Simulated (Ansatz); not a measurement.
# Geometry relaxation, with input and output: BN (part 3 of 3)

BN (P6₃/mmc, 4 atoms in the cell); DFT, PBE, dispersion d3bj, plane waves, PAW, no spin polarisation (Ansatz 0.2.0); cutoff 240 eV, 12×12×4 k-mesh, Gaussian smearing of 0.02 eV. The structure derives from an entry of the Crystallography Open Database. The settings are looser than a standard set-up, so the numbers are not reference values.

Geometry of the input (Å; fractional positions):
```
2.5395  0.0000  0.0000
-1.2698  2.1993  0.0000
0.0000  0.0000  6.6014
B  0.3333  0.6667  0.2500
B  0.6667  0.3333  0.7500
N  0.3333  0.6667  0.7500
N  0.6667  0.3333  0.2500
```

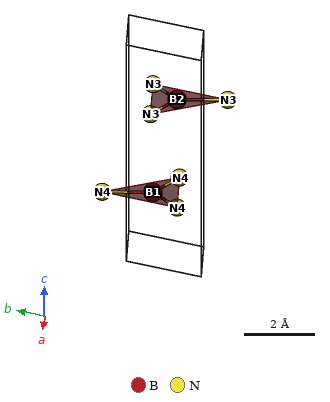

**Figure 1.** The geometry at step 13 of the log (polyhedral view of the cell of the calculation, seen at an oblique angle; polyhedra are completed across the faces of the cell; atoms are numbered from 1 in the order of the input).

### Trajectory as extended XYZ, continued
```
4
Lattice="2.5424 0.0000 0.0000 -1.2712 2.2018 0.0000 0.0000 0.0000 6.6459" Properties=species:S:1:pos:R:3:forces:R:3 step=11 energy=-1082.15171 pressure_GPa=-0.00
B     0.0000    1.4679    1.6615    0.0000   0.0000   0.0000
B     1.2712    0.7339    4.9844    0.0000   0.0000   0.0000
N     0.0000    1.4679    4.9844    0.0000   0.0000   0.0000
N     1.2712    0.7339    1.6615    0.0000   0.0000   0.0000
4
Lattice="2.5424 0.0000 0.0000 -1.2712 2.2018 0.0000 0.0000 0.0000 6.6459" Properties=species:S:1:pos:R:3:forces:R:3 step=12 energy=-1082.16055 pressure_GPa=0.02
B     0.0000    1.4679    1.6615    0.0000   0.0000   0.0000
B     1.2712    0.7339    4.9844    0.0000   0.0000   0.0000
N     0.0000    1.4679    4.9844    0.0000   0.0000   0.0000
N     1.2712    0.7339    1.6615    0.0000   0.0000   0.0000
4
Lattice="2.5424 0.0000 0.0000 -1.2712 2.2018 0.0000 0.0000 0.0000 6.6490" Properties=species:S:1:pos:R:3:forces:R:3 step=13 energy=-1082.15502 pressure_GPa=0.00
B     0.0000    1.4679    1.6622    0.0000   0.0000   0.0000
B     1.2712    0.7339    4.9867    0.0000   0.0000   0.0000
N     0.0000    1.4679    4.9867    0.0000   0.0000   0.0000
N     1.2712    0.7339    1.6622    0.0000   0.0000   0.0000
4
Lattice="2.5424 0.0000 0.0000 -1.2712 2.2018 0.0000 0.0000 0.0000 6.6490" Properties=species:S:1:pos:R:3:forces:R:3 step=14 energy=-1082.15902 pressure_GPa=0.01
B     0.0000    1.4679    1.6622    0.0000   0.0000   0.0000
B     1.2712    0.7339    4.9867    0.0000   0.0000   0.0000
N     0.0000    1.4679    4.9867    0.0000   0.0000   0.0000
N     1.2712    0.7339    1.6622    0.0000   0.0000   0.0000
```
